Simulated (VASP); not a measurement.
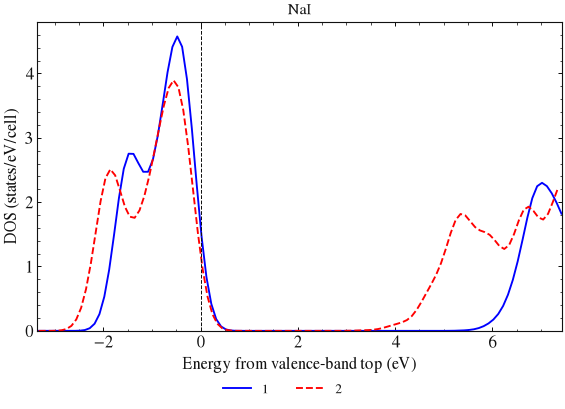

Total densities of states of rocksalt NaI, space group Fm-3m (No. 225), 2 atoms in the primitive cell (cubic a = 6.409 Å), by two methods on the same cell. The DOS curves are built from the levels of the k mesh with Gaussians 0.55 eV wide, which also blur the band edges; ripples of that width can come from the mesh. Each is counted from its own valence-band top.

Which curve is which? The methods: LDA, TB-mBJ.

1 is TB-mBJ; 2 is LDA. TB-mBJ gives a gap of 5.58 eV and LDA gives a gap of 3.42 eV.

Settings. TB-mBJ: VASP PAW PBE potentials, release 64 (Na_pv, I), no spin polarisation, no spin-orbit coupling, 8×8×8 k mesh, 520 eV cutoff, Gaussian smearing of 0.03 eV (VASP 6.6.1). LDA: VASP PAW LDA potentials, release 64 (Na_pv, I), no spin polarisation, no spin-orbit coupling, 8×8×8 k mesh, 520 eV cutoff, Gaussian smearing of 0.03 eV (VASP 6.6.1).

Gaps are the smallest over all k points computed. Spin-orbit coupling is left out, which matters for I. The cell was derived from a database entry in an earlier step, so it needn't be the measured one. TB-mBJ: the PAW data sets were made with another functional. TB-mBJ: this is a model potential built to give gaps, with no total energy. LDA, GGA and most meta-GGA functionals understate gaps.
